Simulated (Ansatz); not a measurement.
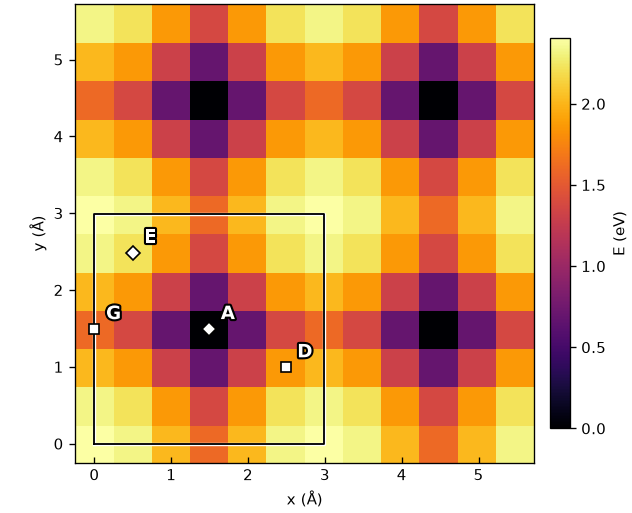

Si on a Ta(100) slab cut from the Fm-3m phase, its upper half relaxed before the scan (12 atoms of substrate and one adsorbate in a 2 × 2 cell). Si is moved over the surface cell; relaxed at each place: the height of the adsorbate's atoms; substrate rigid; the origin of the map has the adsorbate above Ta9. Places are given modulo a cell vector. The map is drawn in real space over the plane of the surface. The grid has 6 × 6 points; 10 points were computed and 26 follow by symmetry. Places are given in fractions of the 1 × 1 surface cell. Energies are in eV, from the lowest grid point. Method: Ansatz, DFT PBE, scalar-relativistic, plane waves, PAW. Settings: cutoff 420 eV, k-mesh 5×5×1, gaussian smearing 0.1 eV, no spin polarisation.

In the figure: one coloured cell a grid point, the outline of one cell of the 2 × 2 shown, lettered points.

**What kind of point is each of A, D, G: minimum, saddle, maximum or slope?**

A: minimum; D: on a slope; G: saddle point. (In these two coordinates alone; a stationary point may lie a little off the grid point.)

**Rank the lettered points by energy, lowest first.**

A (0.00 eV), G (1.60 eV), D (1.86 eV), E (2.22 eV).

PAW datasets: the set soft_1.
